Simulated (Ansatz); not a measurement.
## Energy of HfN along a strain of the cell

System: HfN (P2₁/m, 4 atoms in the cell).
Method: DFT PBEsol, scalar-relativistic, plane waves, PAW, no spin polarisation (Ansatz 0.2.0).

The 5 runs differ only in the geometry, by a strain of the cell at fixed fractional positions. Against run 3, the strain is εxx = −0.01 η and εxy = η. The structure derives from a Materials Project entry.

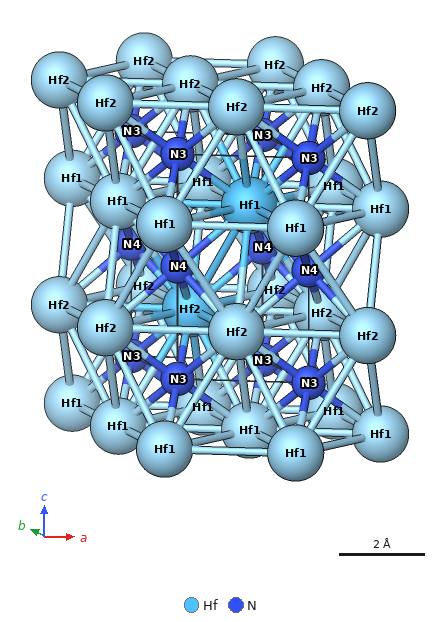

Figure 1. The structure of run 3 (ball-and-stick view of the cell of the calculation, seen slightly off an axis; neighbours outside the cell are drawn fainter; atoms are numbered from 1 in the order of the input). An atom can appear more than once, as a periodic image.

## Input of run 3
```yaml
crystal:
  lattice:
    - [3.1277073108, 0.0156385366, 0.0]
    - [-1.5503102855, 2.7008547185, 0.0]
    - [0.0, 0.0, 5.3909359352]
  atoms:
    - { symbol: Hf, position: [0.6666666667, 0.3333333333, 0.75] }
    - { symbol: Hf, position: [0.3333333333, 0.6666666667, 0.25] }
    - { symbol: "N", position: [0.0, 0.0, 0.0] }
    - { symbol: "N", position: [0.0, 0.0, 0.5] }
basis:
  ecutwfc: 420
kpoints:
  mp_grid: { grid: [18, 18, 10] }
hamiltonian:
  xc: pbesol
scf:
  occupations: { method: gaussian, width: 0.15 }
output:
  forces: true
  stress: true
  eigenvalues: true
```

Command:
```bash
ansatz run input.yaml --threads 1 --pin off --max-ram 2560MiB --backend cpu --events-out ev --progress --plain --runs-dir out
```

Lattice vectors (Å) and fractional positions of run 3:
```
   3.127707    0.015639    0.000000
  -1.550310    2.700855    0.000000
   0.000000    0.000000    5.390936
Hf  0.666667  0.333333  0.750000
Hf  0.333333  0.666667  0.250000
N   0.000000  0.000000  0.000000
N   0.000000  0.000000  0.500000
```

Run 4 differs from it as follows:
```diff
-    - [3.1277073108, 0.0156385366, 0.0]
-    - [-1.5503102855, 2.7008547185, 0.0]
+    - [3.1277073108, 0.0469156097, 0.0]
+    - [-1.5232235456, 2.6852161819, 0.0]
```

## Results, with one run withheld

| run | strain parameter η (%) | free energy per atom, from the lowest run given (meV) | pressure (GPa) |
| --- | --- | --- | --- |
| 1 | −2.5001 | 10.64 | 0.29 |
| 2 | −1.5000 | 2.13 | 0.05 |
| 3 | 0.0000 | 0.00 | −0.02 |
| 4 | 1.0000 | ? | ? |
| 5 | 1.2500 | 7.98 | 0.22 |

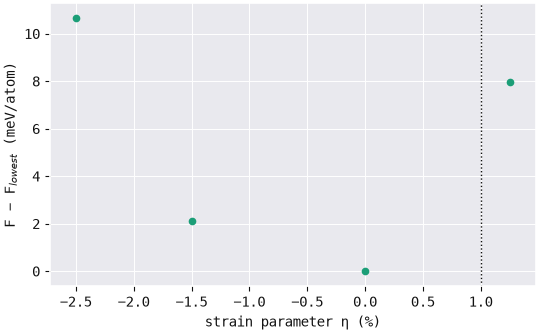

Figure 2. Free energy per atom of the runs given; the dotted line marks run 4.

Estimate the energy of run 4 from the others.

A quadratic polynomial in the coordinate, fitted to the 4 runs given, misses them by under 0.01 meV per atom. With x = η + 0.6875, it reads F = −0.60837 − 1.0639 x + 2.8368 x² (meV per atom). At run 4 it gives 5.67 meV per atom, and the run itself gives 5.68. The fit has its minimum at η = −0.5000 %.

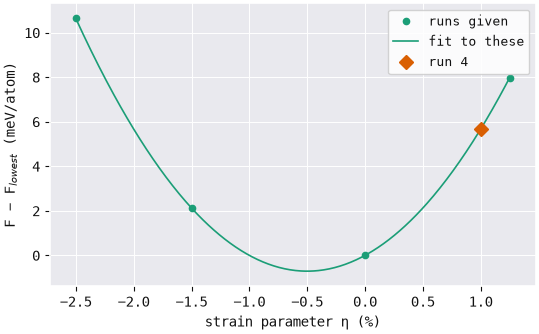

Figure 3. The fit and the withheld run.

## Output, shortened to warnings, some set-up lines, iterations and results (run 4)
```
Basis set: ecut = 420 eV, 893 PW (Γ), exchange–correlation on 48×48×80 points (8 copies of the dense FFT grid, shifted against one another)
Symmetry: 4 space group operations
k-points: 984 of 3240
Initial density: superposition of atomic densities (neutral atoms: chi_scale 0, normalization atom), corrected by the library's trained network
[...]
SCF iter   1: F=—  HF=-31960.384111 eV  |F-HF|=—  |Δ(HF+E_count)|=         —  Δρ=8.57e-3  dr2=2.70e-2  ethr=1.77e-3  ⟨swp⟩=4.9  Hψ=118655  notcnv=0  defer=17
SCF iter   2: F=—  HF=-31960.378460 eV  |F-HF|=—  |Δ(HF+E_count)|=   5.65e-3  Δρ=3.26e-3  dr2=3.19e-3  ethr=4.35e-5  ⟨swp⟩=2.0  Hψ=51109  notcnv=0  defer=21
SCF iter   3: F=—  HF=-31960.378124 eV  |F-HF|=—  |Δ(HF+E_count)|=   3.36e-4  Δρ=1.22e-3  dr2=5.60e-4  ethr=5.15e-6  ⟨swp⟩=2.0  Hψ=55285  notcnv=0  defer=21
SCF iter   4: F=—  HF=-31960.378031 eV  |F-HF|=—  |Δ(HF+E_count)|=   9.33e-5  Δρ=2.65e-4  dr2=3.18e-5  ethr=9.03e-7  ⟨swp⟩=2.0  Hψ=66234  notcnv=0  defer=21
SCF iter   5: F=—  HF=-31960.378022 eV  |F-HF|=—  |Δ(HF+E_count)|=   8.96e-6  Δρ=4.32e-5  dr2=5.17e-7  ethr=5.13e-8  ⟨swp⟩=2.0  Hψ=59644  notcnv=0  defer=21
SCF iter   6: F=—  HF=-31960.378023 eV  |F-HF|=—  |Δ(HF+E_count)|=   5.42e-7  Δρ=1.33e-5  dr2=7.13e-8  ethr=1.61e-10  ⟨swp⟩=10.2  Hψ=214931  notcnv=0
SCF iter   7: F=-31960.378022 eV  HF=-31960.378022 eV  |F-HF|=4.98e-8  |Δ(HF+E_count)|=   3.79e-7  Δρ=1.16e-5  dr2=5.23e-8  ethr=1.15e-10  ⟨swp⟩=6.3  Hψ=173778  notcnv=0
SCF 1 converged in 7 iterations: F = -31960.378022 eV  dr2 = 5.23e-8
SCF converged after 7 iterations
Free energy (F): -31960.378022 eV
Harris-Foulkes:  -31960.378022 eV  (|F-HF|=4.98e-8)
Internal energy: -31960.369233 eV  (E = F + TS)
E sigma→0 (E₀):  -31960.373627 eV
Entropy (-TS):   -0.008790 eV (-2.197 meV/atom)
Fermi energy:    23.487533 eV
--- Per-component energies (eV) ---
  E_band       = 369.775244
  E_kinetic    = 1114.555906
  E_local      = -9400.997937  (includes V_loc(G=0)·N_el)
  E_nonlocal   = -2385.093932
  E_hartree    = 4464.476115
  E_xc         = -718.053600
  E_vxc        = -689.051482  (∫ρ·V_xc dr)
  E_paw        = -13859.506035  (= ΣΔE_a)
  E_vpaw       = 2801.436283  (= ΣTr[D̂ρ^β])
  E_aug_tail   = 0.000187  (compensation charges beyond the density's cutoff)
  E_ewald      = -11178.308318
  E_core_change = 2.558381  (= ΣΔE_core)
  E_smearing   = -0.008790  (= −TS)
  E_closure    = -0.000000  (closes the sum)
  Σ components = -31960.378022   (vs F -31960.378022, Δ=0.00e0)
--- Forces (eV/Å), atoms counted from 1 ---
  atom   1  Hf     0.03082837     0.00737037     0.00000000
  atom   2  Hf    -0.03082837    -0.00737037     0.00000000
  atom   3  N      0.00000000     0.00000000     0.00000000
  atom   4  N      0.00000000     0.00000000     0.00000000
  max |Σ_I F_I| component: 8.67e-19 eV/Å
--- Stress (GPa, compression-positive) ---
       -0.002972      -5.969812       0.000000
       -5.969812       0.247456       0.000000
        0.000000       0.000000       0.205531
  P = ⅓ Tr σ = 0.1500 GPa (1.500 kbar)
```

Notes: Spin–orbit coupling is left out, which matters for Hf.
